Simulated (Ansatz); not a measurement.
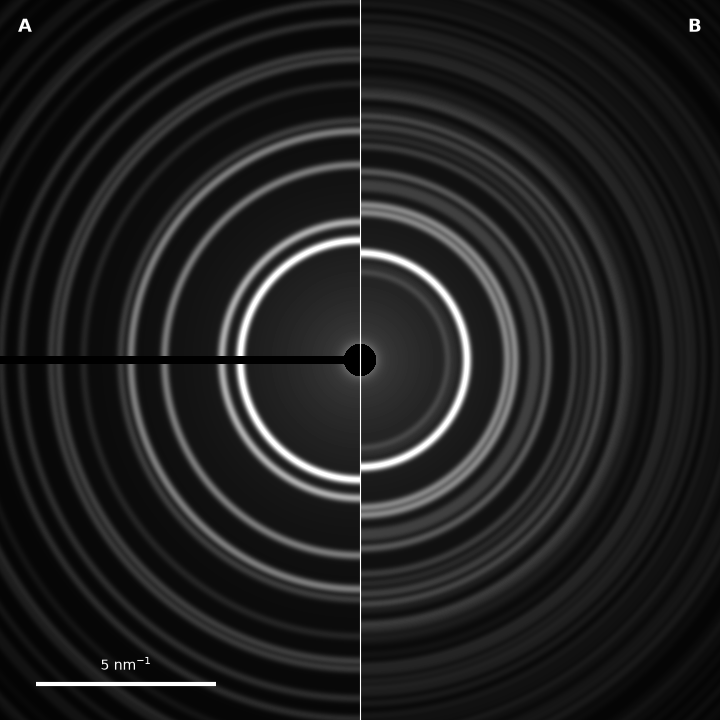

Simulated electron diffraction rings at 300 kV (λ = 0.0197 Å), scale in nm⁻¹ (radius = 1/d), for a fine-grained powder without texture. Kinematic intensities with B = 0.8 Å² for all atoms, without multiple scattering; brightness goes as intensity to the power 0.6, clipped at the top. Reflections closer than the ring width show as one ring. The left and right halves show two different samples, each scaled to its strongest ring.

Structure 1:
```cif
data_structure
_symmetry_space_group_name_H-M 'P 1'
_symmetry_Int_Tables_number 1
_cell_length_a 4.6428
_cell_length_b 4.6428
_cell_length_c 12.2999
_cell_angle_alpha 90.000
_cell_angle_beta 90.000
_cell_angle_gamma 120.000
_cell_volume 229.61
loop_
_atom_site_label
_atom_site_type_symbol
_atom_site_fract_x
_atom_site_fract_y
_atom_site_fract_z
_atom_site_occupancy
Bi1 Bi 0.33333 0.66667 0.89842 1
Bi2 Bi 0.00000 0.00000 0.76825 1
Bi3 Bi 0.00000 0.00000 0.23175 1
Bi4 Bi 0.66667 0.33333 0.10158 1
Bi5 Bi 0.66667 0.33333 0.56508 1
Bi6 Bi 0.33333 0.66667 0.43492 1
```

Structure 2:
```cif
data_structure
_symmetry_space_group_name_H-M 'P 1'
_symmetry_Int_Tables_number 1
_cell_length_a 5.2115
_cell_length_b 5.2115
_cell_length_c 5.2115
_cell_angle_alpha 90.000
_cell_angle_beta 90.000
_cell_angle_gamma 90.000
_cell_volume 141.54
loop_
_atom_site_label
_atom_site_type_symbol
_atom_site_fract_x
_atom_site_fract_y
_atom_site_fract_z
_atom_site_occupancy
Bi1 Bi 0.00000 0.00000 0.00000 1
Bi2 Bi 0.00000 0.50000 0.50000 1
Bi3 Bi 0.50000 0.00000 0.50000 1
Bi4 Bi 0.50000 0.50000 0.00000 1
```

Origins: 1, the input geometry of an electronic-structure calculation (not necessarily at equilibrium); 2, the input geometry of an electronic-structure calculation (not necessarily at equilibrium); the starting structure was generated, so it need not be a known form of this composition.

Which structure gives which half?

Half A is structure 2 (Bi): 111 at 3.32 nm⁻¹ (d = 3.01 Å), 200 at 3.84 nm⁻¹ (d = 2.61 Å), 220 at 5.43 nm⁻¹ (d = 1.843 Å), 311 at 6.36 nm⁻¹ (d = 1.571 Å).
Half B is structure 1 (Bi): 003 + 101 at 2.48 nm⁻¹ (d = 4.10 + 3.82 Å), 012 at 2.97 nm⁻¹ (d = 3.37 Å), 104 at 4.09 nm⁻¹ (d = 2.44 Å).
